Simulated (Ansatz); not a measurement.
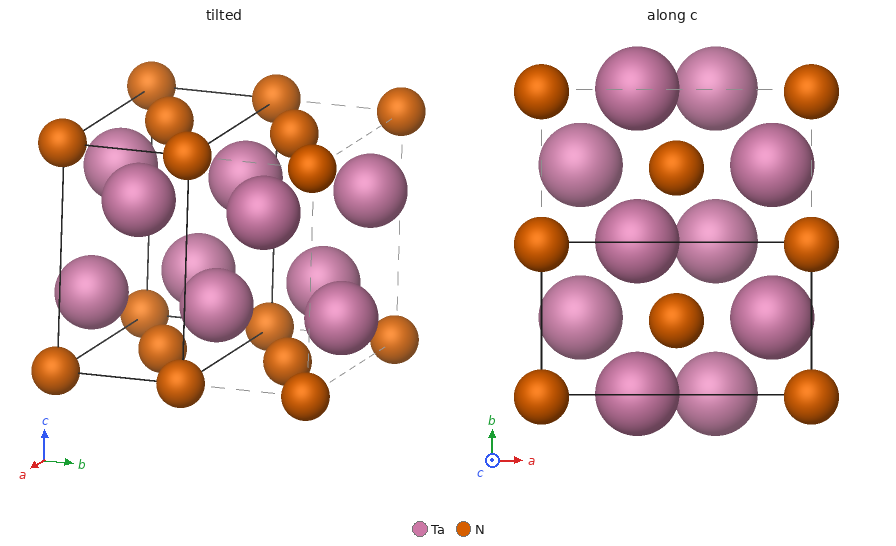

This spheres-only model is shown slightly off an axis and along the c axis. Solid lines give the conventional unit cell, repeated here 1×2×1 times.

Ta2N, space group C2 (No. 5), a = 5.53 Å, b = 3.11 Å, c = 5.37 Å, α = 90.00°, β = 94.50°, γ = 90.00°.

Electronic-structure method: DFT PBEsol, scalar-relativistic, plane waves, PAW (Ansatz 0.2.0). Parameters: a 420 eV plane-wave basis, k-points about 0.17 Å⁻¹ apart, Gaussian smearing of 0.1 eV, no spin polarisation.

**What does the calculation say: metal or gapped?**

A metal: bands cross the Fermi level.

**State the hydrostatic pressure.**

The computed pressure is -29.2 GPa (stretched: it would shrink). The stress isn't hydrostatic: its largest component is 35.9 GPa.

The structure was taken from a structure listed in the Materials Project. The cell was then strained or its atoms displaced on purpose. A calculation with Ansatz used it as input.

At this level of theory the cell isn't at rest (stretched, at -29 GPa and forces up to 0.6 eV/Å), so its distances can differ from those at equilibrium, the more so the softer the solid.
